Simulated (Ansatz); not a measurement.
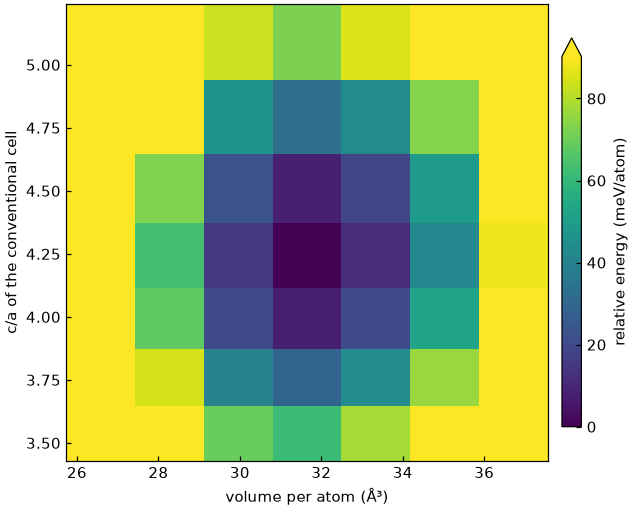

Energy landscape of Ge₂Sb₂Te₅ (P-3m1, No. 164; 9 atoms in the cell). 
- The energy is mapped over volume and the cell's shape.
- The first coordinate is: volume per atom; the second: c/a of the conventional cell.
- Nothing is relaxed (fractional coordinates fixed).
- The scan uses a 7 × 7 grid.
- Points are written as (first, second).
- Energies: meV/atom, counted from the lowest grid point.
- The lowest point has no gap; 11 points of the grid have one on the k-mesh.
- Level of theory: DFT PBE, scalar-relativistic, plane waves, PAW in Ansatz. Settings: cutoff 420 eV, k-mesh 12×12×2 in the order of the run's cell vectors, gaussian smearing 0.03 eV, no spin polarisation.

In the figure: one coloured cell a grid point, one colour for all values above the top of the scale. 

What does the map say about the system?

The lowest grid point is at (31.65 Å³, 4.245). No other kind of well shows on this grid. The highest grid point, (26.58 Å³, 5.093), lies 213 meV/atom above the lowest. Round the minimum the two coordinates are weakly coupled (coupling −0.05 in units of the two stiffnesses).

Grid values (meV/atom):

| c/a of the conventional cell ↓, volume per atom → | 26.58 | 28.27 | 29.96 | 31.65 | 33.34 | 35.02 | 36.71 |
| --- | --- | --- | --- | --- | --- | --- | --- |
| 5.093 | 213 | 126 | 83 | 73 | 85 | 116 | 161 |
| 4.793 | 188 | 95 | 47 | 32 | 44 | 74 | 118 |
| 4.511 | 168 | 73 | 23 | 8 | 19 | 49 | 94 |
| 4.245 | 159 | 63 | 14 | 0 | 12 | 43 | 88 |
| 3.995 | 161 | 68 | 20 | 8 | 20 | 52 | 99 |
| 3.760 | 175 | 84 | 40 | 29 | 43 | 76 | 124 |
| 3.539 | 194 | 111 | 70 | 62 | 78 | 113 | 161 |

The whole map (49 points run) took 10 min on 2 threads of Intel(R) Xeon(R) 6975P-C (Granite Rapids) (shared host).
